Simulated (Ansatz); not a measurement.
System: CsCl-type CsBr, space group Pm-3m (No. 221), 2 atoms in the cell. The cell is scaled uniformly. Level of theory: PBE, Ansatz PAW set, no spin polarisation, no spin-orbit coupling, 6×6×6 k mesh, 420 eV cutoff, Fermi-Dirac smearing of 0.03 eV; code Ansatz 0.2.0.

At a = 4.286 Å the direct gap is 4.53 eV (Γ).

**How does this gap move from a = 4.213 Å to a = 4.356 Å?**

Γ falls by 0.38 eV. A straight line against ln V has a slope of −3.7 eV at Γ.

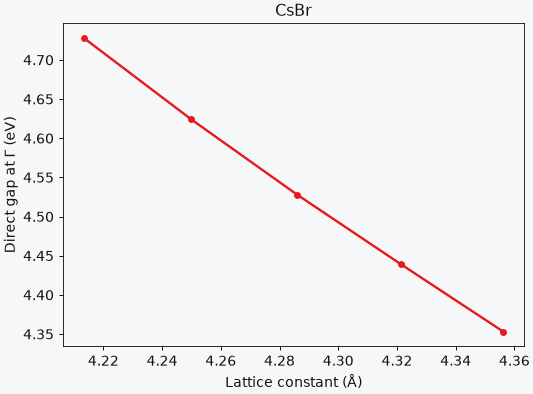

Direct gap at Γ.

```csv
cell,Γ (eV),pressure (GPa)
a = 4.213 Å,4.73,2.1
a = 4.250 Å,4.62,1.5
a = 4.286 Å,4.53,1.1
a = 4.321 Å,4.44,0.6
a = 4.356 Å,4.35,0.3
```

Spin-orbit coupling is left out, which matters for Cs and Br. LDA, GGA and most meta-GGA functionals understate gaps.
